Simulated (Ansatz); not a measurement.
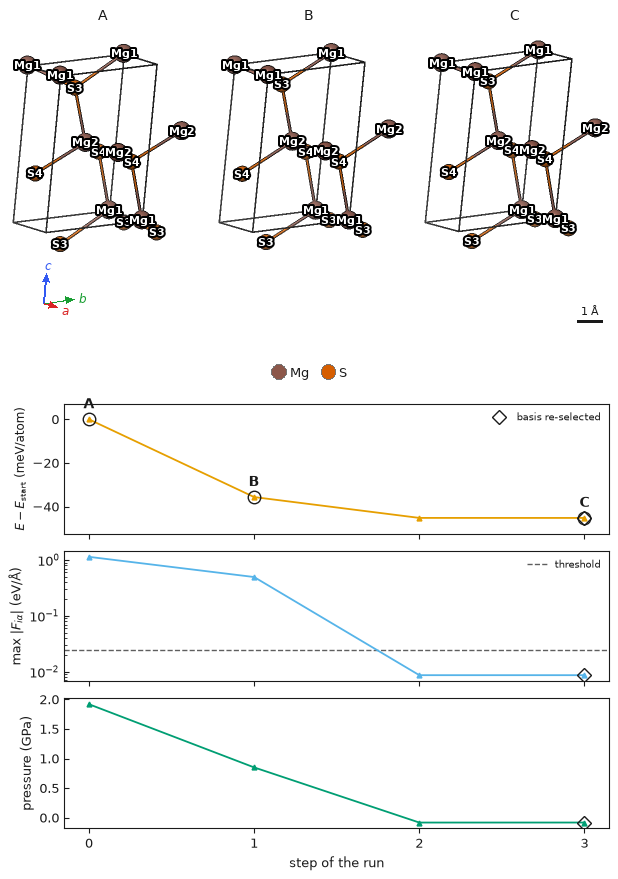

Frames of a relaxation of crystalline MgS (set up in P1) (coarse preliminary run), marked on the history of the run. A ball-and-stick model of the cell of the calculation, reduced to other axes, seen slightly off an axis. Lengths and directions refer to the drawn axes.

All numbers below come from DFT PBE, scalar-relativistic, plane waves, PAW (Ansatz).

Input file:
```yaml
crystal:
  lattice:
    - [0.0001650844, 2.8809479347, 2.770713823]
    - [2.8653522, 2.8802838084, 0.0008292107]
    - [-2.8247410728, 5.7191272788, -2.7281103169]
  atoms:
    - { symbol: Mg, position: [-0.0090470646, 0.0127846564, 1.0080946133] }
    - { symbol: Mg, position: [0.5009676049, 0.4882420321, 0.5056429869] }
    - { symbol: S, position: [0.3903928417, 0.3675414125, 0.8564236138] }
    - { symbol: S, position: [0.867686618, 0.881431899, 0.379838786] }
basis:
  ecutwfc: 420
kpoints:
  mp_grid: { grid: [6, 6, 6] }
hamiltonian:
  xc: pbe
scf:
  occupations: { method: gaussian, width: 0.1 }
  lower_state_search: "off"
output:
  forces: true
  stress: true
  eigenvalues: true
relax:
  adjacent_minimum: "off"
  f_tol: 0.025
  max_steps: 60
  cell: { stress_tol: 0.25 }
```

Run as
```bash
ansatz run input.yaml --threads 1 --pin off --max-ram 2560MiB --backend cpu --events-out ev --progress --plain --runs-dir out
```

**What happens along the run?**

The atom that moves furthest relative to the cell is S3 (0.13 Å along [1 −1 2]). By element the largest moves are S 0.13 Å, Mg 0.07 Å. The drawn cell changes as follows: a 3.985 → 4.024 Å (+1.0 %), b 3.997 → 4.023 Å (+0.6 %), c 6.802 → 6.967 Å (+2.4 %), α 75.0° → 73.7°, β 74.7° → 73.6°, γ 61.2° → 60.3°; the volume changes by +2.4 %. Some distances before and after: Mg2–S3 2.276 → 2.468 Å, Mg1–S3 2.609 → 2.470 Å, Mg2–S4 2.398 → 2.468 Å, Mg1–S4 2.411 → 2.468 Å. Bond angles that change, for instance: S3–Mg1–S3 103.1° → 109.1°, Mg1–S3–Mg1 103.1° → 109.1°, Mg1–S3–Mg2 115.9° → 110.0°. Within 0.06 Å the space group is P1 at the start and I-4m2 at the end; at a tighter tolerance small leftover displacements or strains of the cell lower it. Over 2 accepted moves (3 points after the start) the energy falls by 45.2 meV per atom. The largest force component goes from 1.1 to 0.0087 eV/Å. The pressure goes from 1.92 to −0.08 GPa. The SCF was repeated once at an unchanged geometry on a basis and grid sized afresh for the cell, which shifted the energy by less than 0.05 meV per atom at most. The run took 38 s on 1 thread of Intel(R) Xeon(R) 6975P-C (Granite Rapids), with other jobs on the host, peak memory 0.54 GiB. From step 0 to 1: S3 moves most (0.09 Å), volume +1.0 %, energy −35.6 meV per atom. From step 1 to 3: Mg2 moves most (0.05 Å), volume +1.4 %, energy −9.6 meV per atom.
